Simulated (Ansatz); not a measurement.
## Geometry relaxation of Ta (part 1 of 2)

Ta (slab, 16 atoms in the cell), computed with DFT PBE+D3(BJ), scalar-relativistic, plane waves, PAW, no spin polarisation (Ansatz 0.2.0).

The structure derives from an entry of the Crystallography Open Database. The input holds or restrains some coordinates. Forces given for the steps count only the free coordinates. It belongs to a series of runs on one base structure; here: clean slab, lower half held.

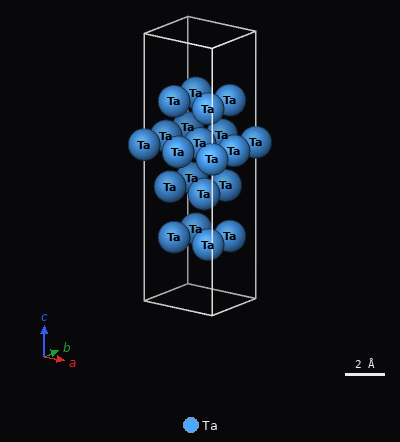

The structure as given in the input (spheres-only view of the cell of the calculation, with the vacuum cut short, seen slightly off an axis). An atom can appear more than once, as a periodic image.

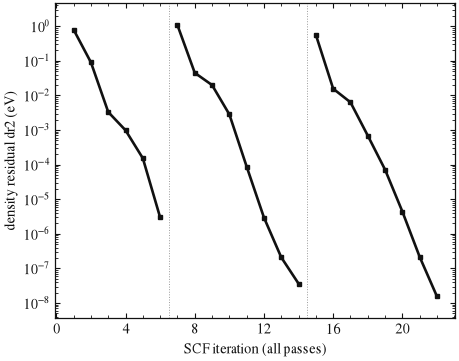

Convergence of the self-consistent field: density residual dr2 against the SCF iteration. The dotted lines part the SCF passes of the relaxation: geometry steps, rejected trials and re-solves on a re-selected basis. The passes take 6, 8 and 8 iterations.

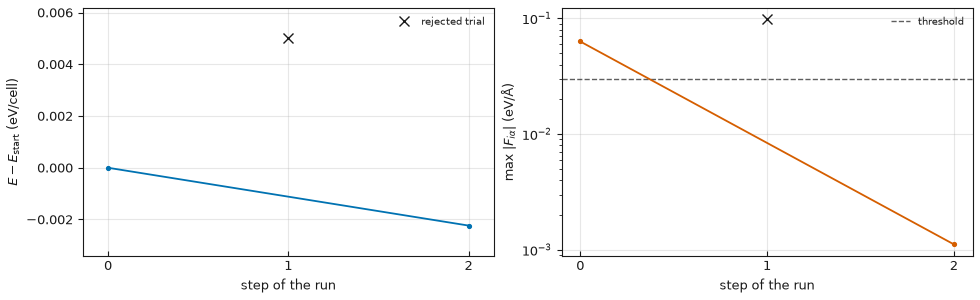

Progress of the restrained relaxation, step by step (the first geometry is step 0 here and step 1 in the log).

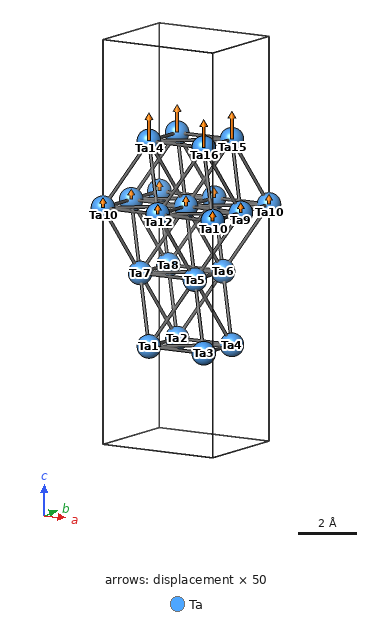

The starting structure with the displacements as orange arrows, magnified 50 times (ball-and-stick view of the cell of the calculation, with the vacuum cut short, seen slightly off an axis). The energy falls by 2.2 meV per cell of the calculation in 2 geometry steps. The largest force component goes from 0.063 to 0.0011 eV/Å. The line search rejected the trial step at point 1 (counted from 0) and went back. The largest moves, 0.020 Å, are those of Ta13, Ta14, Ta15 and Ta16. The cell doesn't change. Distances before and after: Ta10–Ta14 2.957 → 2.967 Å. (Atoms are counted from 1 in the order of the input.)

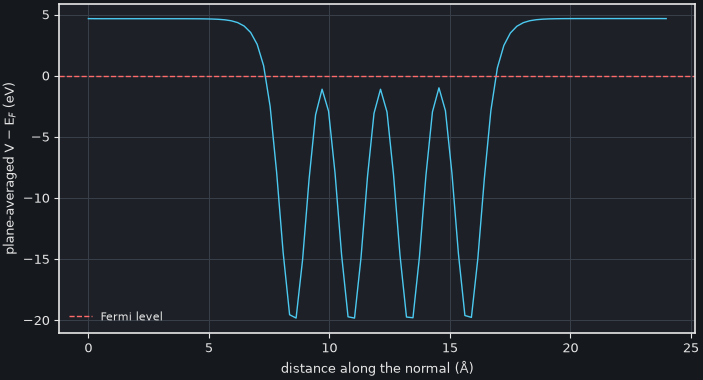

Plane average of the electrostatic potential energy of an electron across the cell, from the Fermi level. The vacuum level lies 4.67 eV above the Fermi level.

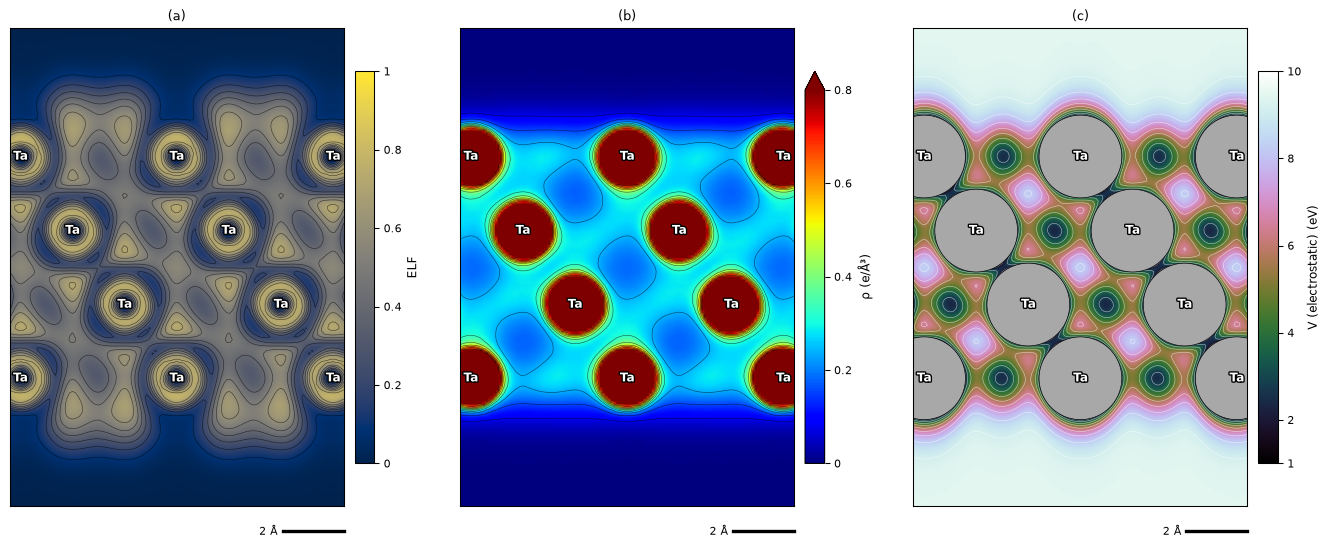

(a) electron localisation function; (b) valence pseudo-density; (c) electrostatic potential energy of an electron on the (110) plane of the calculation cell, a cut from vacuum to vacuum. Grey discs, where drawn, cover atomic cores. The section cuts through Ta sites. Ta–Ta (2.96 Å): ρ is about 0.28 e/Å³ halfway; the ELF is about 0.35 at the midpoint (nearly free electrons, as in a simple metal). The density dies away to nearly zero in the vacuum. The strong features right at Ta lie inside the PAW spheres (semicore, d or f shells) and say nothing about bonding. In a PAW calculation such maps are meaningful between the atoms, not at the nuclei.

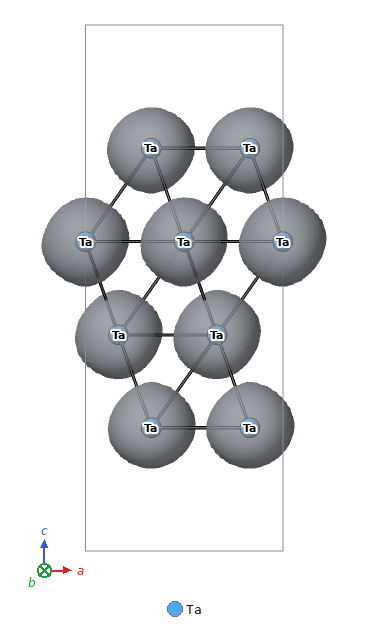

Isosurface of the valence pseudo-density at 0.4 e/Å³ (grey), seen along the b axis. Sticks mark near contacts. At this value the density breaks into separate islands; it holds about 75 % of the electrons treated as valence (semicore included). It is pinched off along the Ta–Ta (2.96 Å) contacts. On the grid the lowest density along these lines, outside the cores, is 0.27 e/Å³ (Ta–Ta, 2.96 Å).

The input and output of the run follow.

### The input
```yaml
crystal:
  lattice:
    - [5.9136804092, 0.0, 0.0]
    - [-2.9568402046, 5.1213974642, 0.0]
    - [0.0, 0.0, 24.2427497522]
  atoms:
    - { symbol: Ta, position: [0.3333333333, 0.1666666667, 0.3506202921] }
    - { symbol: Ta, position: [0.3333333333, 0.6666666667, 0.3506202921] }
    - { symbol: Ta, position: [0.8333333333, 0.1666666667, 0.3506202921] }
    - { symbol: Ta, position: [0.8333333333, 0.6666666667, 0.3506202921] }
    - { symbol: Ta, position: [0.6666666667, 0.3333333333, 0.450206764] }
    - { symbol: Ta, position: [0.6666666667, 0.8333333333, 0.450206764] }
    - { symbol: Ta, position: [0.1666666667, 0.3333333333, 0.450206764] }
    - { symbol: Ta, position: [0.1666666667, 0.8333333333, 0.450206764] }
    - { symbol: Ta, position: [0.0, 0.5, 0.549793236] }
    - { symbol: Ta, position: [0.0, 0.0, 0.549793236] }
    - { symbol: Ta, position: [0.5, 0.5, 0.549793236] }
    - { symbol: Ta, position: [0.5, 0.0, 0.549793236] }
    - { symbol: Ta, position: [0.3333333333, 0.6666666667, 0.6493797079] }
    - { symbol: Ta, position: [0.3333333333, 0.1666666667, 0.6493797079] }
    - { symbol: Ta, position: [0.8333333333, 0.6666666667, 0.6493797079] }
    - { symbol: Ta, position: [0.8333333333, 0.1666666667, 0.6493797079] }
basis:
  ecutwfc: 420
kpoints:
  mp_grid: { grid: [6, 6, 1] }
hamiltonian:
  xc: pbe
  dispersion: d3bj
scf:
  occupations: { method: gaussian, width: 0.1 }
output:
  forces: true
  eigenvalues: true
  write_density: true
  write_potential: true
  elf: true
  volumetric_format: npy
relax:
  adjacent_minimum: "off"
  f_tol: 0.03
  max_steps: 70
  constraints: [{ sites: [0, 1, 2, 3, 4, 5, 6, 7] }]
efield:
  axis: 3
  dipole_correction: true
  ramp_width: 0.04
```

Launch command:
```bash
ansatz run input.yaml --threads 2 --pin off --max-ram 5120MiB --backend cpu --events-out ev --progress --plain --runs-dir out
```

### Log
```
Engine: ansatz 0.2.0, aarch64-unknown-linux-gnu
Pseudopotentials: kind: paw
Pseudopotential: Ta, paw, valence charge 13, recommended cutoff 420 eV (normal), Ta.paw.azcp
Functional definition: PBE
  parameter kappa = 0.804
  parameter beta = 0.06672455060314922
  exchange = pbe_x(kappa = kappa, mu = beta*pi^2/3)
  correlation = pbe_c(beta = beta)
Crystal: 16 atoms, lattice volume = 734.223 Å³
Basis set: ecut = 420 eV, 14277 PW (Γ), exchange–correlation on 80×80×360 points (8 copies of the dense FFT grid, shifted against one another)
Bands: 125, of which v1, the nominal top of the filled ones, is band 104 counted from 1 (103 counted from 0)
Symmetry: 24 space group operations
k-points: 7 of 36 (time reversal used)
Non-local potential: Ta, projectors of the file, l = 0: 3, l = 1: 2, l = 2: 2, l = 3: 1
PAW form: soft (Blöchl's): semilocal exchange-correlation on the pseudo side does not see the compensation charge
PAW one-centre angular grid: Ta, 590 points (default); XC on 64 Gauss nodes
Initial density: superposition of atomic densities (neutral atoms: chi_scale 0, normalization atom), corrected by the library's trained network
Initial wavefunctions: pseudopotential atomic-orbital guess
Functional: x = pbe(κ = 0.804, μ = 0.2195149727645171), c = pbe(β = 0.06672455060314922)
SCF iter   1: F=—  HF=-158910.793270 eV  |F-HF|=—  |Δ(HF+E_count)|=         —  Δρ=3.65e-3  dr2=7.97e-1  ethr=1.77e-3  p=-0.000 e·Å  D=-2.71e-14 V/Å  ΔV_dip=0.00 eV  dr2_dipole=4.34e-9  V_vac-E_F(+/−)=4.92/4.92 eV  ⟨swp⟩=9.0  Hψ=4047  notcnv=0
efield: sawtooth ramp at fractional position 0.9800 (placed from the atoms, in the widest stretch of the axis that holds none; the zero of the levels goes with the place), width 0.0400; the density the first Hamiltonian is built on has a dipole p = -0.000 e·Å; the dipole correction subtracts the counter field D = -2.71e-14 V/Å, which shifts the + side's vacuum level by +0.00 eV against the − side's; the planar-averaged density in the ramp window peaks in size at 1.5e-5 e/Å³
preconditioner: auto → LDOS  [metal: Δε(μ)=0.022 eV  Ē_g=3.318 eV  σ=0.100 eV  W_gap=0.12  n_scr=136 (ndim 8)  ℏωp=12.3 eV  f_vac=0.526  D(μ)=29.33/eV (n_scr^D=266)  β→1.0]
SCF iter   2: F=—  HF=-158910.763445 eV  |F-HF|=—  |Δ(HF+E_count)|=   2.98e-2  Δρ=1.82e-3  dr2=9.04e-2  ethr=3.83e-4  p=0.000 e·Å  D=3.66e-5 V/Å  ΔV_dip=-0.00 eV  dr2_dipole=7.64e-9  V_vac-E_F(+/−)=4.72/4.72 eV  ⟨swp⟩=2.1  Hψ=1245  notcnv=0  defer=24
SCF iter   3: F=—  HF=-158910.761313 eV  |F-HF|=—  |Δ(HF+E_count)|=   2.13e-3  Δρ=4.43e-4  dr2=3.32e-3  ethr=4.35e-5  p=-0.000 e·Å  D=-1.14e-5 V/Å  ΔV_dip=0.00 eV  dr2_dipole=5.37e-8  V_vac-E_F(+/−)=4.71/4.71 eV  ⟨swp⟩=2.0  Hψ=1076  notcnv=0  defer=24
SCF iter   4: F=—  HF=-158910.761422 eV  |F-HF|=—  |Δ(HF+E_count)|=   1.09e-4  Δρ=2.00e-4  dr2=9.86e-4  ethr=1.60e-6  p=0.000 e·Å  D=1.07e-5 V/Å  ΔV_dip=-0.00 eV  dr2_dipole=4.58e-10  V_vac-E_F(+/−)=4.68/4.68 eV  ⟨swp⟩=3.6  Hψ=1556  notcnv=0  defer=24
SCF iter   5: F=—  HF=-158910.761421 eV  |F-HF|=—  |Δ(HF+E_count)|=   9.66e-7  Δρ=7.32e-5  dr2=1.53e-4  ethr=4.74e-7  p=0.000 e·Å  D=2.25e-6 V/Å  ΔV_dip=-0.00 eV  dr2_dipole=1.00e-8  V_vac-E_F(+/−)=4.66/4.66 eV  ⟨swp⟩=2.0  Hψ=1140  notcnv=0  defer=24
SCF iter   6: F=-158910.761438 eV  HF=-158910.761437 eV  |F-HF|=1.58e-6  |Δ(HF+E_count)|=   1.56e-5  Δρ=2.02e-5  dr2=2.98e-6  ethr=1.08e-8  p=0.000 e·Å  D=2.46e-6 V/Å  ΔV_dip=-0.00 eV  dr2_dipole=1.34e-8  V_vac-E_F(+/−)=4.66/4.66 eV  ⟨swp⟩=23.9  Hψ=9562  notcnv=0
SCF 1 converged in 6 iterations: F = -158910.761438 eV  dr2 = 2.98e-6
  greatest PAW one-centre occupation: 0.999 electrons in one spin orbital (limit 2), on the Ta atom at site 3 (counted from 0), in its partial waves of l = 0
relax step   1: F+E_penalty+E_count = -158910.76143839 eV  Δ(F+E_penalty+E_count) = +0.000e0 eV  max|allowed force component| = 6.326e-2 eV/Å  Δτ_max = 0.0000 Å  (6 SCF iters, dr2 threshold 2.25e-5 eV, accepted)
Initial density: handed on by an earlier stage of this run
Initial wavefunctions: those handed on with the density
iter 1 solved again at ethr=4.17e-4 eV; its pass at ethr=3.10e-3 eV (dr2=8.68e-1 eV) is discarded
SCF iter   1: F=—  HF=-158910.781296 eV  |F-HF|=—  |Δ(HF+E_count)|=         —  Δρ=3.17e-3  dr2=1.08e0  ethr=4.17e-4  p=0.000 e·Å  D=2.23e-6 V/Å  ΔV_dip=-0.00 eV  dr2_dipole=3.27e-1  V_vac-E_F(+/−)=4.66/4.66 eV  ⟨swp⟩=1.1  Hψ=2384  notcnv=0  defer=59
efield: sawtooth ramp at fractional position 0.9800 (handed on by an earlier solve), width 0.0400; the density the first Hamiltonian is built on has a dipole p = 0.000 e·Å; the dipole correction subtracts the counter field D = 2.23e-6 V/Å, which shifts the + side's vacuum level by -0.00 eV against the − side's; the planar-averaged density in the ramp window peaks in size at 4.5e-6 e/Å³
eigensolver tolerance schedule calibrated: the retry pair's looser diagonalisation under-reported the residual by θ = 0.20 (0.23/decade); ethr = c·dr2/N_el runs at the constant in force after the calibration composes with the one it found (an armed cap, an earlier calibration), c = 1.9e-2
preconditioner: auto → LDOS  [metal: Δε(μ)=0.009 eV  Ē_g=3.290 eV  σ=0.100 eV  W_gap=0.05  n_scr=136 (ndim 8)  ℏωp=12.3 eV  f_vac=0.522  D(μ)=28.48/eV (n_scr^D=254)  β→1.0]
SCF iter   2: F=—  HF=-158910.759747 eV  |F-HF|=—  |Δ(HF+E_count)|=   2.15e-2  Δρ=1.10e-3  dr2=4.52e-2  ethr=9.98e-5  p=-0.018 e·Å  D=-4.54e-3 V/Å  ΔV_dip=0.11 eV  dr2_dipole=5.43e-3  V_vac-E_F(+/−)=4.77/4.66 eV  ⟨swp⟩=2.0  Hψ=1058  notcnv=0  defer=59
SCF iter   3: F=—  HF=-158910.757153 eV  |F-HF|=—  |Δ(HF+E_count)|=   2.59e-3  Δρ=4.84e-4  dr2=2.00e-2  ethr=4.16e-6  p=-0.006 e·Å  D=-1.37e-3 V/Å  ΔV_dip=0.03 eV  dr2_dipole=6.53e-3  V_vac-E_F(+/−)=4.70/4.66 eV  ⟨swp⟩=3.0  Hψ=1716  notcnv=0  defer=59
SCF iter   4: F=—  HF=-158910.756343 eV  |F-HF|=—  |Δ(HF+E_count)|=   8.10e-4  Δρ=1.73e-4  dr2=2.84e-3  ethr=1.84e-6  p=-0.006 e·Å  D=-1.50e-3 V/Å  ΔV_dip=0.04 eV  dr2_dipole=6.43e-4  V_vac-E_F(+/−)=4.70/4.66 eV  ⟨swp⟩=2.0  Hψ=1233  notcnv=0  defer=59
SCF iter   5: F=—  HF=-158910.756300 eV  |F-HF|=—  |Δ(HF+E_count)|=   4.31e-5  Δρ=4.15e-5  dr2=8.79e-5  ethr=2.62e-7  p=-0.006 e·Å  D=-1.40e-3 V/Å  ΔV_dip=0.03 eV  dr2_dipole=2.56e-5  V_vac-E_F(+/−)=4.70/4.66 eV  ⟨swp⟩=2.1  Hψ=1137  notcnv=0  defer=59
SCF iter   6: F=—  HF=-158910.756420 eV  |F-HF|=—  |Δ(HF+E_count)|=   1.20e-4  Δρ=1.18e-5  dr2=2.96e-6  ethr=8.10e-9  p=-0.005 e·Å  D=-1.26e-3 V/Å  ΔV_dip=0.03 eV  dr2_dipole=1.49e-7  V_vac-E_F(+/−)=4.69/4.66 eV  ⟨swp⟩=3.1  Hψ=1818  notcnv=0  defer=59
SCF iter   7: F=—  HF=-158910.756421 eV  |F-HF|=—  |Δ(HF+E_count)|=   8.02e-8  Δρ=3.52e-6  dr2=2.09e-7  ethr=2.72e-10  p=-0.005 e·Å  D=-1.20e-3 V/Å  ΔV_dip=0.03 eV  dr2_dipole=4.58e-9  V_vac-E_F(+/−)=4.69/4.66 eV  ⟨swp⟩=3.0  Hψ=1664  notcnv=0  defer=59
SCF iter   8: F=-158910.756421 eV  HF=-158910.756421 eV  |F-HF|=1.08e-9  |Δ(HF+E_count)|=   2.64e-7  Δρ=1.15e-6  dr2=3.64e-8  ethr=9.21e-12  p=-0.005 e·Å  D=-1.18e-3 V/Å  ΔV_dip=0.03 eV  dr2_dipole=8.58e-9  V_vac-E_F(+/−)=4.69/4.66 eV  ⟨swp⟩=21.9  Hψ=7787  notcnv=0
SCF 2 converged in 8 iterations: F = -158910.756421 eV  dr2 = 3.64e-8
relax step   2: F+E_penalty+E_count = -158910.75642084 eV  Δ(F+E_penalty+E_count) = +5.018e-3 eV  max|allowed force component| = 9.849e-2 eV/Å  Δτ_max = 0.0584 Å  (8 SCF iters, rejected (line search))
```
